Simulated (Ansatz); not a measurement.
# Residual resistivity of an alloy: Ir(111) with 4 layers of random Ir-Mo, 2x2

How strongly does chemical disorder scatter in Ir(111) with 4 layers of random Ir-Mo, 2x2?

Method: Ansatz plane-wave DFT, PBE, PAW files; ballistic transport by layer matching (Landauer), zero bias; PAW set soft_1, in Ansatz 0.2.0.

## Step 1: Set-up

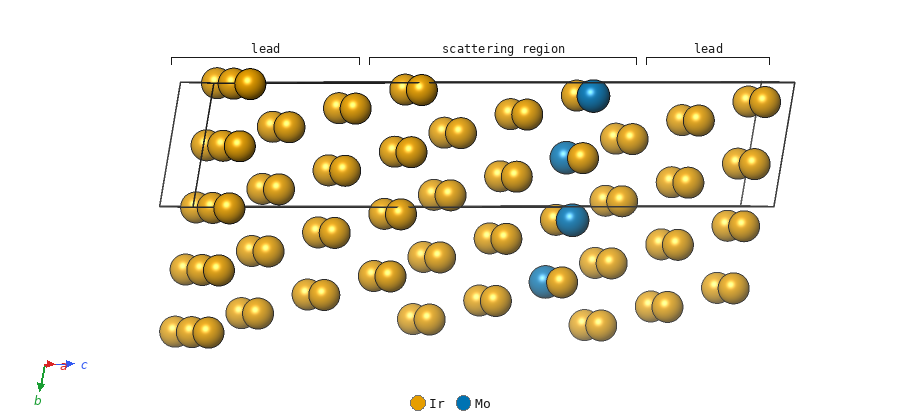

Start, viewed from the side, with the c axis across the page; iridium orange, molybdenum blue. 1×2×1 cells are drawn. Some periodic images of atoms are drawn too.

The cell holds 40 atoms: 38 Ir and 2 Mo. Cell: a = 5.430 Å, b = 5.430 Å, c = 22.222 Å, α = 93.5°, β = 86.5°, γ = 120.0°. It derives from Ir. Regions: lead, 24 atoms (24 Ir); scattering region, 16 atoms (14 Ir and 2 Mo). The structure is stacked along c, and the current runs across the ab planes.

## Step 2: With 4 alloy layers

In 4 layers a share of 0.125 of the sites is given to Mo at random. The layers about the cell's end stay perfect and serve as the lead. Energies from -0.05 to 0.05 eV in steps of 0.05 eV are too few for the program's thermal sum, so it prints no conductance; for a metal the transmission near the Fermi level serves, at a fraction of the cost.

Contents of input.yaml:

```yaml
crystal:
  lattice:
    - [5.4297315514, 0.0, 0.0]
    - [-2.7148657757, 4.7022854592, 0.0]
    - [1.3574328878, -0.7837142432, 22.1667862353]
  atoms:
    - { symbol: Ir, position: [0.9916666667, 0.0083333333, 0.05] }
    - { symbol: Ir, position: [0.9916666667, 0.5083333333, 0.05] }
    - { symbol: Ir, position: [0.4916666667, 0.0083333333, 0.05] }
    - { symbol: Ir, position: [0.4916666667, 0.5083333333, 0.05] }
    - { symbol: Ir, position: [0.1416666667, 0.3583333333, 0.15] }
    - { symbol: Ir, position: [0.1416666667, 0.8583333333, 0.15] }
    - { symbol: Ir, position: [0.6416666667, 0.3583333333, 0.15] }
    - { symbol: Ir, position: [0.6416666667, 0.8583333333, 0.15] }
    - { symbol: Ir, position: [0.2916666667, 0.2083333333, 0.25] }
    - { symbol: Ir, position: [0.2916666667, 0.7083333333, 0.25] }
    - { symbol: Ir, position: [0.7916666667, 0.2083333333, 0.25] }
    - { symbol: Ir, position: [0.7916666667, 0.7083333333, 0.25] }
    - { symbol: Ir, position: [0.9416666667, 0.0583333333, 0.35] }
    - { symbol: Ir, position: [0.9416666667, 0.5583333333, 0.35] }
    - { symbol: Ir, position: [0.4416666667, 0.0583333333, 0.35] }
    - { symbol: Ir, position: [0.4416666667, 0.5583333333, 0.35] }
    - { symbol: Ir, position: [0.0916666667, 0.4083333333, 0.45] }
    - { symbol: Ir, position: [0.0916666667, 0.9083333333, 0.45] }
    - { symbol: Ir, position: [0.5916666667, 0.4083333333, 0.45] }
    - { symbol: Ir, position: [0.5916666667, 0.9083333333, 0.45] }
    - { symbol: Ir, position: [0.2416666667, 0.2583333333, 0.55] }
    - { symbol: Ir, position: [0.2416666667, 0.7583333333, 0.55] }
    - { symbol: Ir, position: [0.7416666667, 0.2583333333, 0.55] }
    - { symbol: Ir, position: [0.7416666667, 0.7583333333, 0.55] }
    - { symbol: Mo, position: [0.8916666667, 0.1083333333, 0.65] }
    - { symbol: Ir, position: [0.8916666667, 0.6083333333, 0.65] }
    - { symbol: Ir, position: [0.3916666667, 0.1083333333, 0.65] }
    - { symbol: Mo, position: [0.3916666667, 0.6083333333, 0.65] }
    - { symbol: Ir, position: [0.0416666667, 0.4583333333, 0.75] }
    - { symbol: Ir, position: [0.0416666667, 0.9583333333, 0.75] }
    - { symbol: Ir, position: [0.5416666667, 0.4583333333, 0.75] }
    - { symbol: Ir, position: [0.5416666667, 0.9583333333, 0.75] }
    - { symbol: Ir, position: [0.1916666667, 0.3083333333, 0.85] }
    - { symbol: Ir, position: [0.1916666667, 0.8083333333, 0.85] }
    - { symbol: Ir, position: [0.6916666667, 0.3083333333, 0.85] }
    - { symbol: Ir, position: [0.6916666667, 0.8083333333, 0.85] }
    - { symbol: Ir, position: [0.8416666667, 0.1583333333, 0.95] }
    - { symbol: Ir, position: [0.8416666667, 0.6583333333, 0.95] }
    - { symbol: Ir, position: [0.3416666667, 0.1583333333, 0.95] }
    - { symbol: Ir, position: [0.3416666667, 0.6583333333, 0.95] }
kpoints:
  mp_grid: { grid: [5, 5, 1] }
hamiltonian:
  xc: pbe
  pseudopotentials: { kind: paw, azcp: { folder: soft_1 } }
scf:
  occupations: { method: fermi_dirac, width: 0.1 }
output:
  transmission:
    leads: [[0, 4]]
    kmesh: [10, 10]
    e_range: [-0.05, 0.05]
    de: 0.05
  write_potential: true
  write_density: true
  volumetric_format: npy
```

The run is started by

```
> ansatz run input.yaml --threads 4 --pin off --max-ram 15360MiB --backend cpu --events-out ev --progress --plain --runs-dir out
```

Numbers of over 12 decimals in the logs are rounded to 6 here.

The log of the run:

```text
Engine: ansatz 0.2.0, aarch64-unknown-linux-gnu
Pseudopotentials: kind: paw
Pseudopotential: Ir, paw, valence charge 17, recommended cutoff 420 eV (normal), soft_1/Ir.paw.azcp
Pseudopotential: Mo, paw, valence charge 14, recommended cutoff 420 eV (normal), soft_1/Mo.paw.azcp
Functional definition: PBE
  parameter kappa = 0.804
  parameter beta = 0.066725
  exchange = pbe_x(kappa = kappa, mu = beta*pi^2/3)
  correlation = pbe_c(beta = beta)
Crystal: 40 atoms, lattice volume = 565.966 Å³
Basis set: ecut = 420 eV, 11009 PW (Γ)
Bands: 405, of which v1, the nominal top of the filled ones, is band 337 counted from 1 (336 counted from 0)
Symmetry: 8 space group operations
Space group: P2/m (ITA 10), of the structure as read, at distance tolerance 8.3e-5 Å
k-points: 9 of 25
Non-local potential: Ir, projectors of the file, l = 0: 3, l = 1: 2, l = 2: 2, l = 3: 1
Non-local potential: Mo, projectors of the file, l = 0: 3, l = 1: 2, l = 2: 2, l = 3: 1
PAW form: soft (Blöchl's): semilocal exchange-correlation on the pseudo side does not see the compensation charge
PAW one-centre angular grid: Ir, 590 points (default); XC on 64 Gauss nodes
PAW one-centre angular grid: Mo, 590 points (default); XC on 64 Gauss nodes
Initial density: superposition of atomic densities (chi_scale 0.1, normalization cell, long waves kept (reshape's long-wave potential 0.30 eV rms))
Initial wavefunctions: pseudopotential atomic-orbital guess
Functional: x = pbe(κ = 0.804, μ = 0.219515), c = pbe(β = 0.066725)
SCF iter   1: F=—  HF=-463521.017513 eV  |F-HF|=—  |Δ(HF+E_count)|=         —  Δρ=6.54e-2  dr2=2.97e2  ethr=3.10e-3  ⟨swp⟩=5.0  Hψ=11210  notcnv=0  defer=40
preconditioner: auto → Kerker (q_TF=auto, 2.809 Å⁻¹)  [metal: Δε(μ)=0.023 eV  Ē_g=6.968 eV  σ=0.100 eV  W_gap=0.06  n_scr=228 (ndim 8)  ℏωp=29.4 eV  f_vac=0.000  D(μ)=34.51/eV (n_scr^D=332)]
SCF iter   2: F=—  HF=-463516.351438 eV  |F-HF|=—  |Δ(HF+E_count)|=    4.67e0  Δρ=3.76e-2  dr2=1.35e2  ethr=3.10e-3  ⟨swp⟩=2.0  Hψ=4464  notcnv=0  defer=170
SCF iter   3: F=—  HF=-463513.873411 eV  |F-HF|=—  |Δ(HF+E_count)|=    2.48e0  Δρ=6.91e-3  dr2=8.41e0  ethr=3.10e-3  ⟨swp⟩=2.1  Hψ=6024  notcnv=0  defer=171
SCF iter   4: F=—  HF=-463513.699821 eV  |F-HF|=—  |Δ(HF+E_count)|=   1.74e-1  Δρ=2.26e-3  dr2=5.13e-1  ethr=1.25e-3  ⟨swp⟩=1.1  Hψ=4112  notcnv=0  defer=173
SCF iter   5: F=—  HF=-463513.698133 eV  |F-HF|=—  |Δ(HF+E_count)|=   1.69e-3  Δρ=8.29e-4  dr2=3.70e-2  ethr=7.60e-5  ⟨swp⟩=1.0  Hψ=3466  notcnv=0  defer=174
SCF iter   6: F=—  HF=-463513.697003 eV  |F-HF|=—  |Δ(HF+E_count)|=   1.13e-3  Δρ=1.50e-4  dr2=4.81e-4  ethr=5.49e-6  ⟨swp⟩=1.0  Hψ=3466  notcnv=0  defer=174
SCF iter   7: F=—  HF=-463513.696903 eV  |F-HF|=—  |Δ(HF+E_count)|=   1.00e-4  Δρ=4.08e-5  dr2=3.27e-5  ethr=7.13e-8  ⟨swp⟩=2.1  Hψ=4559  notcnv=0  defer=174
SCF iter   8: F=—  HF=-463513.697274 eV  |F-HF|=—  |Δ(HF+E_count)|=   3.71e-4  Δρ=1.14e-5  dr2=3.08e-6  ethr=4.86e-9  ⟨swp⟩=2.0  Hψ=5674  notcnv=0  defer=175
SCF iter   9: F=—  HF=-463513.697274 eV  |F-HF|=—  |Δ(HF+E_count)|=   1.99e-7  Δρ=2.39e-6  dr2=1.85e-7  ethr=4.57e-10  ⟨swp⟩=1.7  Hψ=4424  notcnv=0  defer=175
SCF iter  10: F=-463513.697274 eV  HF=-463513.697274 eV  |F-HF|=1.08e-8  |Δ(HF+E_count)|=   1.00e-8  Δρ=5.74e-7  dr2=1.17e-8  ethr=1.48e-11  ⟨swp⟩=7.6  Hψ=8697  notcnv=0
SCF 1 converged in 10 iterations: F = -463513.697274 eV  dr2 = 1.17e-8
  greatest PAW one-centre occupation: 1.000 electrons in one spin orbital (limit 2), on the Ir atom at site 26 (counted from 0), in its partial waves of l = 0
transmission: 124 of 1240 steps passed
transmission: 248 of 1240 steps passed
[...]
transmission: 1240 of 1240 steps passed
SCF converged after 10 iterations
Free energy (F): -463513.697274 eV
Harris-Foulkes:  -463513.697274 eV  (|F-HF|=1.08e-8)
Internal energy: -463512.573397 eV  (E = F + TS)
E sigma→0 (E₀):  -463513.135336 eV
Entropy (-TS):   -1.123876 eV (-28.097 meV/atom)
Fermi energy:    25.688283 eV
--- Per-component energies (eV) ---
  E_band       = -3209.399433
  E_kinetic    = 21390.448883
  E_local      = -43606.393378  (includes V_loc(G=0)·N_el)
  E_nonlocal   = 7511.157406
  E_hartree    = 16345.030202
  E_xc         = -9118.433788
  E_vxc        = -10216.698464  (∫ρ·V_xc dr)
  E_paw        = -358499.930474  (= ΣΔE_a)
  E_vpaw       = -10977.987968  (= ΣTr[D̂ρ^β])
  E_aug_tail   = 0.013124  (compensation charges beyond the density's cutoff)
  E_ewald      = -97534.465373
  E_smearing   = -1.123876  (= −TS)
  E_closure    = -0.000000  (closes the sum)
  Σ components = -463513.697274   (vs F -463513.697274, Δ=0.00e0)
--- Band table (eV; the first three rows and the last of 9) ---
  k-point 0: bands = [... 333 lower, 26.4230, 26.5771, 26.5787, 26.5797, 26.5891, 26.5919, 26.6162, 26.6169, ... 64 higher]
  k-point 1: bands = [... 333 lower, 25.9656, 26.0092, 26.0125, 26.0285, 26.0513, 26.1439, 26.1583, 26.1815, ... 64 higher]
  k-point 2: bands = [... 333 lower, 25.0458, 25.1582, 25.1740, 25.2170, 25.2441, 25.3763, 25.3810, 25.4045, ... 64 higher]
  k-point 8: bands = [... 333 lower, 25.0079, 25.0103, 25.0226, 25.1473, 25.1754, 25.2019, 25.3627, 25.4119, ... 64 higher]
--- Transmission ---
  basis      : 223 plane waves across, 40 finite elements along
  points     : 31, standing for a mesh of 10 x 10
  energies   : 3 from -0.050000 to 0.050000 eV about the Fermi level, 0.050000 eV apart; the leads are filled to 0.000000 eV, and channels, transmission and decay are at 0.000000 eV
  crystal 0  : Ir4, at the sites [0, 4], period 2.2167 Å, over 19.95 Å; its Hamiltonian steps by up to 1.5 meV
    offset         : up to 0.0000 Å between an atom of the period and one for which it stands
    channels       : 5.780000e0 a spin
    conductance    : none, the energies end too early or step too widely for 300 K: set another output.transmission.e_range or a lower de, or, where they end at an eighth of basis.ecutwfc, a higher one
  junction   : crystal 0 to crystal 0, 3.74 to 23.69 Å
    transmission   : 3.645429e0 a spin
    conductance    : none, the energies end too early or step too widely for 300 K: set another output.transmission.e_range or a lower de, or, where they end at an eighth of basis.ecutwfc, a higher one
```

Elapsed: 3.8 min, on 4 threads of Arm Neoverse V1, shared host; peak memory 4.5 GiB; 14 min of CPU time.

This step gave:

- free energy: -463513.6973 eV
- energy at zero smearing: -463513.1353 eV
- Fermi energy: 25.69 eV
- cell area: 25.53 Å²
- transmission per spin nearest the Fermi level: 3.645
- open channels per spin nearest the Fermi level: 5.78
- step of the lead's potential: 1.5 meV

Per spin. The transmission, zone mean by energy, zero at the Fermi level:

```tsv
energy (eV)	transmission, zone mean
-0.0500	3.69
0.0000	3.65
0.0500	3.72
```

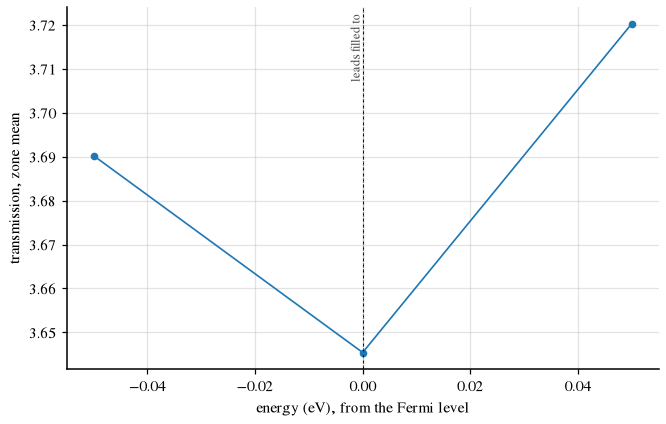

Transmission, zone mean against energy.

Per spin. Table of open channels, zone mean, lead by energy, zero at the Fermi level:

```tsv
energy (eV)	open channels, zone mean, lead
-0.0500	5.9
0.0000	5.78
0.0500	6.26
```

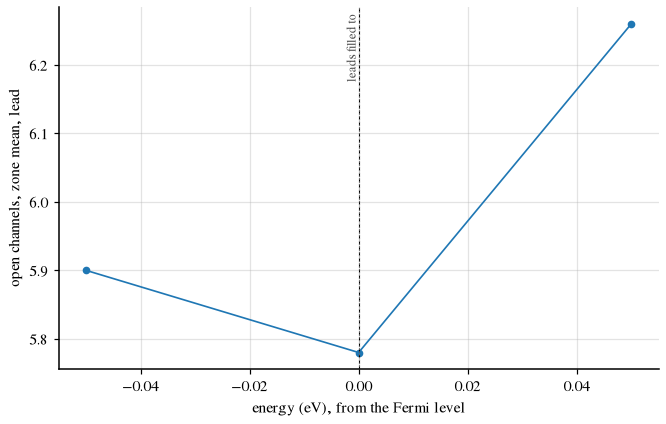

Open channels, zone mean, lead, plotted against energy.

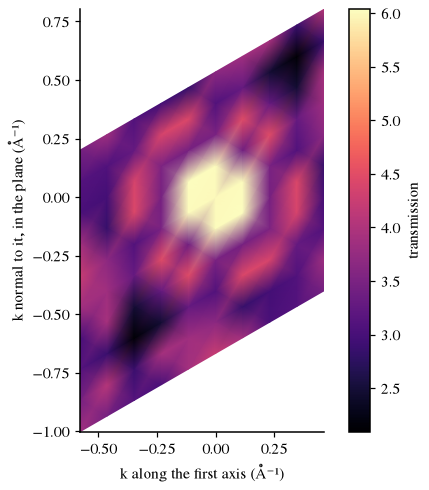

Transmission over k1 and k2. At 0.0000 eV from the Fermi level.

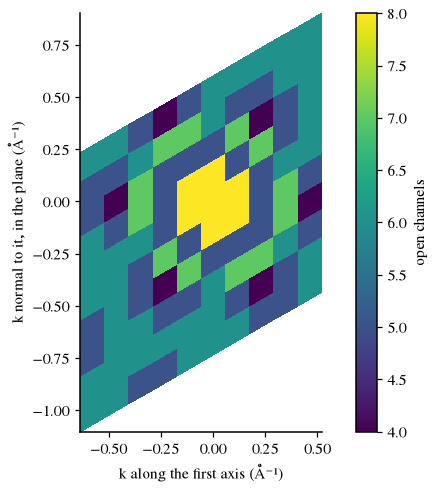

Open channels over k1 and k2. At 0.0000 eV from the Fermi level.

Over the solved energies the transmission per spin lies between 3.65 and 3.72, out of 5.98 channels of the lead on average (up to 6.26).

(Part 1 of 2 ends here.)

[Logs are printed without paths, hosts, clocks, repeated set-up lines and the standing remarks that a program may print on its own settings, such as how far it seeks lower states.]

[Hosts, paths, dates, database ids (printed as entryN), source tags and the programs' standing remarks are cut or masked in the printed files.]
